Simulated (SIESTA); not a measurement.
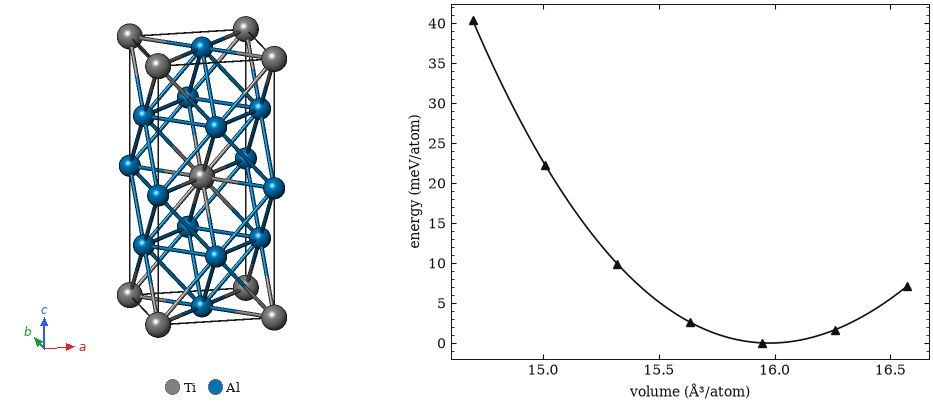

The picture above shows the energy against volume for TiAl₃, space group I4/mmm (No. 139). The conventional cell is drawn beside the plot.

Starting cell:
```cif
data_structure
_symmetry_space_group_name_H-M 'P 1'
_symmetry_Int_Tables_number 1
_cell_length_a 5.0625
_cell_length_b 5.0625
_cell_length_c 5.0625
_cell_angle_alpha 135.642
_cell_angle_beta 135.642
_cell_angle_gamma 64.535
_cell_volume 62.54
loop_
_atom_site_label
_atom_site_type_symbol
_atom_site_fract_x
_atom_site_fract_y
_atom_site_fract_z
_atom_site_occupancy
Ti1 Ti 0.00000 0.00000 0.00000 1
Al1 Al 0.25000 0.75000 0.50000 1
Al2 Al 0.75000 0.25000 0.50000 1
Al3 Al 0.50000 0.50000 0.00000 1
```

Computed with SIESTA 5.4.2: DFT in numerical atomic orbitals with pseudopotentials, no spin polarisation; energies at scaled volumes of the given cell, shape and fractions fixed, counted from the fit's minimum, third-order Birch-Murnaghan fit. Level: PBE.

```tsv
setting	value
k mesh	10×10×10
occupations	Fermi–Dirac
smearing width	0.05 eV
potentials	PseudoDojo 0.4 standard, converted to PSML, two zetas on semicore shells
program settings	basis DZP, mesh cutoff 800 Ry
```

From this curve and the settings, what does the calculation give for the pressure at the same points?

The pressure falls from 10.83 GPa at volume 14.70 Å³/atom to −3.69 GPa at 16.57 Å³/atom, and changes sign near 15.98 Å³/atom.

```csv
volume (Å³/atom),pressure (GPa)
14.70,10.83
15.01,7.76
15.32,5.02
15.63,2.50
15.95,0.21
16.26,-1.84
16.57,-3.69
```

Limits of the calculation: mulliken charges of long orbitals; shape and atomic fractions are frozen while scaling, which makes layered, chain and framework solids too stiff.
